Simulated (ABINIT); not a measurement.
CuO: positron calculation (part 1 of 2)

- system: CuO (C2/c, 4 atoms in the cell)
- method: Kohn-Sham DFT of a periodic cell, PBEsol, JTH PAW PBE v2.0, no spin polarisation (ABINIT 10.8.3)

The structure derives from an entry of the Crystallography Open Database.

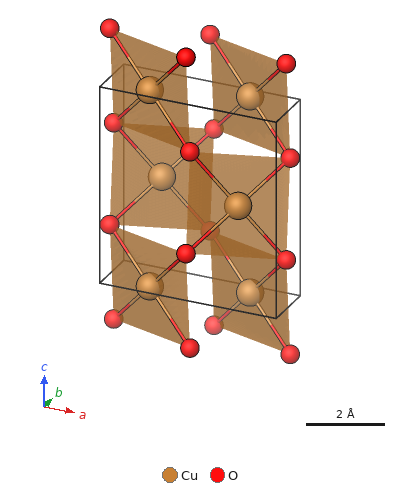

Figure 1. The structure as given in the input (polyhedral view of the cell 2 times as large as that of the calculation, set on its symmetry axes, seen slightly off an axis; polyhedra are completed across the faces of the cell).

Input
```
# Datasets
ndtset 2

# Pseudopotentials
pp_dirpath "./"
pseudos "Cu.GGA_PBE-JTH.xml, O.GGA_PBE-JTH.xml"

# Structure
acell 3*1.0 Angstrom
rprim
     2.3418500000    -1.7113000000     0.0000000000
     2.3418500000     1.7113000000     0.0000000000
    -0.8500274268     0.0000000000     5.0578693947
ntypat 2
znucl 29 8
natom 4
typat 1 1 2 2
chkprim 0
chksymtnons 0
tolsym 1.0e-6
xred
            1/2            0.0            1/2
            0.0            1/2            0.0
   0.4184000000   0.5816000000            3/4
   0.5816000000   0.4184000000            1/4

# Plane-wave basis
ecut 598.650497 eV
pawecutdg 44.0

# Exchange and correlation
ixc -116133

# SCF cycle
nstep 80

# Output
iomode 3
prteig 0
prtebands 0
prtwf 0

# Dataset 1: electrons
kptopt1 1
ngkpt1 7 7 4
nshiftk1 1
shiftk1 0.0 0.0 0.0
nband1 30
occopt1 3
tsmear1 0.00183747
tolvrs1 1.0e-10
prtden1 1

# Dataset 2: positron in the electrons' density
positron2 1
ixcpositron2 3
getden2 1
kptopt2 0
nkpt2 1
kpt2 0.0 0.0 0.0
nband2 1
occopt2 2
occ2 1.0
posocc2 1.0
toldfe2 1.0e-9
optforces2 0
optstress2 0
prtden2 0
```

Launched with:
```bash
abinit run.abi > log 2>&1
```

Log
```
.Version 10.8.3 of ABINIT
 DATASET    1 : space group C2/c (# 15); Bravais mC (1-face-center monocl.)
================================================================================
 Values of the parameters that define the memory need for DATASET  1.
     intxc =       0    ionmov =       0      iscf =      17    lmnmax =      18
     lnmax =       6     mgfft =      45  mpssoang =       3    mqgrid =    3001
     natom =       4  nloc_mem =       2    nspden =       1   nspinor =       1
    nsppol =       1      nsym =       4    n1xccc =       1    ntypat =       2
    occopt =       3   xclevel =       2
       mpw =        1361          nfft =       25920          nkpt =          60
 PAW method is used; the additional fine FFT grid is defined by:
   mgfftf=        60    nfftf =     77760
================================================================================
================================================================================

 DATASET    2 : space group C2/c (# 15); Bravais mC (1-face-center monocl.)
================================================================================
 Values of the parameters that define the memory need for DATASET  2.
     intxc =       0    ionmov =       0      iscf =      17    lmnmax =      18
     lnmax =       6     mgfft =      45  mpssoang =       3    mqgrid =    3001
     natom =       4  nloc_mem =       2    nspden =       1   nspinor =       1
    nsppol =       1      nsym =       4    n1xccc =       1    ntypat =       2
    occopt =       2   xclevel =       2
       mpw =         673          nfft =       25920          nkpt =           1
 PAW method is used; the additional fine FFT grid is defined by:
   mgfftf=        60    nfftf =     77760
================================================================================
================================================================================

--------------------------------------------------------------------------------
------------- Echo of variables that govern the present computation ------------
--------------------------------------------------------------------------------
 -outvars: echo values of preprocessed input variables --------
            acell      1.8897261259E+00  1.8897261259E+00  1.8897261259E+00 Bohr
              amu      6.35460000E+01  1.59994000E+01
          chkprim           0
      chksymtnons           0
             ecut      2.20000000E+01 Hartree
           getden1          0
           getden2          1
                       outvar_i_n : Printing only first  50 k-points.
              ixc     -116133
      ixcpositron1          1
      ixcpositron2          3
           jdtset        1    2
                       outvar_i_n : Printing only first  50 k-points.
           kptopt1          1
           kptopt2          0
         kptrlatt        7    0    0      0    7    0      0    0    4
          kptrlen1     3.83678466E+01
          kptrlen2     3.00000000E+01
            natom           4
            nband1         30
            nband2          1
           ndtset           2
            ngfft          24      24      45
          ngfftdg          36      36      60
             nkpt1         60
             nkpt2          1
            nstep          80
             nsym           4
           ntypat           2
                       prtocc : prtvol=0, do not print more k-points.
           occopt1          3
           occopt2          2
        optforces1          2
        optforces2          0
        optstress1          1
        optstress2          0
        pawecutdg      4.40000000E+01 Hartree
         positron1          0
         positron2          1
           prtden1          1
           prtden2          0
        prtebands           0
           prteig           0
            prtwf           0
            rprim      2.3418500000E+00 -1.7113000000E+00  0.0000000000E+00
                       2.3418500000E+00  1.7113000000E+00  0.0000000000E+00
                      -8.5002742680E-01  0.0000000000E+00  5.0578693947E+00
           shiftk1     0.00000000E+00  0.00000000E+00  0.00000000E+00
           shiftk2     5.00000000E-01  5.00000000E-01  5.00000000E-01
          spgroup          15
           toldfe1     0.00000000E+00 Hartree
           toldfe2     1.00000000E-09 Hartree
           tolsym      1.00000000E-06
           tolvrs1     1.00000000E-10
           tolvrs2     0.00000000E+00
           tsmear1     1.83747000E-03 Hartree
           tsmear2     1.00000000E-02 Hartree
            typat      1  1  2  2
           useylm           1
                       outvars : Printing only first  50 k-points.
           xangst      7.4591128660E-01 -8.5565000000E-01  2.5289346973E+00
                       1.1709250000E+00  8.5565000000E-01  0.0000000000E+00
                       1.7043294299E+00  2.7928416000E-01  3.7934020460E+00
                       2.1293431433E+00 -2.7928416000E-01  1.2644673487E+00
            xcart      1.4095680459E+00 -1.6169441596E+00  4.7789939683E+00
                       2.2127275640E+00  1.6169441596E+00  0.0000000000E+00
                       3.2207158508E+00  5.2777057370E-01  7.1684909524E+00
                       4.0238753689E+00 -5.2777057370E-01  2.3894969841E+00
             xred      5.0000000000E-01 -5.5305658498E-17  5.0000000000E-01
                      -2.5057490726E-17  5.0000000000E-01  0.0000000000E+00
                       4.1840000000E-01  5.8160000000E-01  7.5000000000E-01
                       5.8160000000E-01  4.1840000000E-01  2.5000000000E-01
            znucl       29.00000    8.00000

================================================================================

 chkinp: Checking input parameters for consistency, jdtset=   1.

 chkinp: Checking input parameters for consistency, jdtset=   2.

================================================================================
== DATASET  1 ==================================================================

--- !DatasetInfo
iteration_state: {dtset: 1, }
dimensions: {natom: 4, nkpt: 60, mband: 30, nsppol: 1, nspinor: 1, nspden: 1, mpw: 1361, }
cutoff_energies: {ecut:  22.0, pawecutdg:  44.0, }
electrons: {nelect:   5.00000000E+01, charge:   0.00000000E+00, occopt:   3.00000000E+00, tsmear:   1.83747000E-03, }
meta: {optdriver: 0, ionmov: 0, optcell: 0, iscf: 17, paral_kgb: 0, }
...

 Real(R)+Recip(G) space primitive vectors, cartesian coordinates (Bohr,Bohr^-1):
 R(1)=  4.4254551 -3.2338883  0.0000000  G(1)=  0.1129827 -0.1546126  0.0189879
 R(2)=  4.4254551  3.2338883  0.0000000  G(2)=  0.1129827  0.1546126  0.0189879
 R(3)= -1.6063190  0.0000000  9.5579879  G(3)=  0.0000000  0.0000000  0.1046245
 Unit cell volume ucvol=  2.7357691E+02 bohr^3
 Angles (23,13,12)=  9.76901193E+01  9.76901193E+01  7.23147146E+01 degrees

 Coarse grid specifications (used for wave-functions):

 getcut: wavevector=  0.0000  0.0000  0.0000  ngfft=  24  24  45
         ecut(hartree)=     22.000   => boxcut(ratio)=   2.07481

 Fine grid specifications (used for densities):

 getcut: wavevector=  0.0000  0.0000  0.0000  ngfft=  36  36  60
         ecut(hartree)=     44.000   => boxcut(ratio)=   2.07363

--- Pseudopotential description ------------------------------------------------
- pspini: atom type   1  psp file is ./Cu.GGA_PBE-JTH.xml
 Pseudopotential format is: paw10
 basis_size (lnmax)=  6 (lmn_size= 18), orbitals=   0   0   1   1   2   2
 Spheres core radius: rc_sph= 2.00090475
 Shapefunction is SIN type: shapef(r)=[sin(pi*r/rshp)/(pi*r/rshp)]**2
 Radius for shape functions =  1.80603571
 Compensation charge density is not taken into account in XC energy/potential

- pspini: atom type   2  psp file is ./O.GGA_PBE-JTH.xml
 Pseudopotential format is: paw10
 basis_size (lnmax)=  4 (lmn_size=  8), orbitals=   0   0   1   1
 Spheres core radius: rc_sph= 1.41465230
 Shapefunction is SIN type: shapef(r)=[sin(pi*r/rshp)/(pi*r/rshp)]**2
 Radius for shape functions =  1.20231231
 Compensation charge density is not taken into account in XC energy/potential

   4.18034755E+03                                ecore*ucvol(ha*bohr**3)
--------------------------------------------------------------------------------

================================================================================

--- !BeginCycle
iteration_state: {dtset: 1, }
solver: {iscf: 17, nstep: 80, nline: 4, wfoptalg: 10, }
tolerances: {tolvrs: 1.00E-10, }
...

     iter   Etot(hartree)      deltaE(h)  residm     nres2
 ETOT  1  -424.24463713648    -4.242E+02 2.316E+01 6.162E+01
 ETOT  2  -428.10405403213    -3.859E+00 8.454E-02 1.094E+02
 ETOT  3  -427.81481736094     2.892E-01 1.329E-01 3.047E+00
 ETOT  4  -427.82433188896    -9.515E-03 1.054E-01 2.335E+00
 ETOT  5  -427.82137700674     2.955E-03 1.072E-02 5.058E-01
 ETOT  6  -427.82218056811    -8.036E-04 7.522E-03 1.248E+00
 ETOT  7  -427.82110484413     1.076E-03 1.208E-03 4.042E-01
 ETOT  8  -427.82087554652     2.293E-04 4.616E-04 1.426E-01
 ETOT  9  -427.82072201702     1.535E-04 1.679E-04 2.590E-02
 ETOT 10  -427.82069246748     2.955E-05 8.546E-05 7.553E-04
 ETOT 11  -427.82069236176     1.057E-07 3.665E-05 6.156E-04
 ETOT 12  -427.82069161742     7.443E-07 9.044E-05 1.968E-06
 ETOT 13  -427.82069165052    -3.310E-08 3.626E-05 2.255E-07
 ETOT 14  -427.82069165032     1.959E-10 7.309E-05 1.643E-07
 ETOT 15  -427.82069165003     2.900E-10 3.055E-05 2.884E-08
 ETOT 16  -427.82069165002     1.330E-11 5.869E-05 2.325E-08
 ETOT 17  -427.82069164998     3.570E-11 2.472E-05 2.365E-09
 ETOT 18  -427.82069164998     1.080E-12 4.658E-05 2.011E-10
 ETOT 19  -427.82069164998    -2.274E-13 1.966E-05 6.676E-12

 At SCF step   19       nres2   =  6.68E-12 < tolvrs=  1.00E-10 =>converged.

 Cartesian components of stress tensor (hartree/bohr^3)
  sigma(1 1)=  1.22825115E-04  sigma(3 2)=  0.00000000E+00
  sigma(2 2)=  2.70370897E-05  sigma(3 1)=  1.65947548E-05
  sigma(3 3)=  1.66640134E-04  sigma(2 1)=  0.00000000E+00

--- !ResultsGS
iteration_state: {dtset: 1, }
comment   : Summary of ground state results
lattice_vectors:
- [  4.4254551,  -3.2338883,   0.0000000, ]
- [  4.4254551,   3.2338883,   0.0000000, ]
- [ -1.6063190,   0.0000000,   9.5579879, ]
lattice_lengths: [   5.48112,    5.48112,    9.69203, ]
lattice_angles: [ 97.690,  97.690,  72.315, ] # degrees, (23, 13, 12)
lattice_volume:   2.7357691E+02
convergence: {deltae: -2.274E-13, res2:  6.676E-12, residm:  1.966E-05, diffor: null, }
etotal    :  -4.27820692E+02
entropy   :   0.00000000E+00
fermie    :   2.03304138E-01
cartesian_stress_tensor: # hartree/bohr^3
- [  1.22825115E-04,   0.00000000E+00,   1.65947548E-05, ]
- [  0.00000000E+00,   2.70370897E-05,   0.00000000E+00, ]
- [  1.65947548E-05,   0.00000000E+00,   1.66640134E-04, ]
pressure_GPa:  -3.1039E+00
xred      :
- [  5.0000E-01,  -5.5306E-17,   5.0000E-01, Cu]
- [ -2.5057E-17,   5.0000E-01,   0.0000E+00, Cu]
- [  4.1840E-01,   5.8160E-01,   7.5000E-01,  O]
- [  5.8160E-01,   4.1840E-01,   2.5000E-01,  O]
cartesian_forces: # hartree/bohr
- [ -1.08420217E-19,  -0.00000000E+00,  -1.35525272E-20, ]
- [ -1.08420217E-19,  -0.00000000E+00,  -1.35525272E-20, ]
- [  3.63438898E-19,  -6.97125539E-03,   2.97825376E-20, ]
- [ -1.46598464E-19,   6.97125539E-03,  -2.67748327E-21, ]
force_length_stats: {min:   1.09263967E-19, max:   6.97125539E-03, mean:   3.48562770E-03, }
...

 Integrated electronic density in atomic spheres:
 ------------------------------------------------
 Atom  Sphere_radius  Integrated_density
    1        2.00090         17.31139646
    2        2.00090         17.31139646
    3        1.41465          4.48672434
    4        1.41465          4.48672434

================================================================================

 ----iterations are completed or convergence reached----

 Mean square residual over all n,k,spin=   11.937E-09; max=  19.662E-06
 reduced coordinates (array xred) for    4 atoms
       0.500000000000     -0.000000000000      0.500000000000
      -0.000000000000      0.500000000000      0.000000000000
       0.418400000000      0.581600000000      0.750000000000
       0.581600000000      0.418400000000      0.250000000000
 rms dE/dt=  1.3016E-02; max dE/dt=  2.2544E-02; dE/dt below (all hartree)
    1       0.000000000000      0.000000000000      0.000000000000
    2       0.000000000000      0.000000000000      0.000000000000
    3      -0.022544261378      0.022544261378      0.000000000000
    4       0.022544261378     -0.022544261378     -0.000000000000

 cartesian coordinates (angstrom) at end:
    1      0.74591128660000    -0.85565000000000     2.52893469735000
    2      1.17092500000000     0.85565000000000     0.00000000000000
    3      1.70432942990000     0.27928416000000     3.79340204602500
    4      2.12934314330000    -0.27928416000000     1.26446734867500

 cartesian forces (hartree/bohr) at end:
    1     -0.00000000000000    -0.00000000000000    -0.00000000000000
    2     -0.00000000000000    -0.00000000000000    -0.00000000000000
    3      0.00000000000000    -0.00697125539064     0.00000000000000
    4     -0.00000000000000     0.00697125539064    -0.00000000000000
 frms,max,avg= 2.8460031E-03 6.9712554E-03   0.000E+00  0.000E+00  0.000E+00 h/b
```
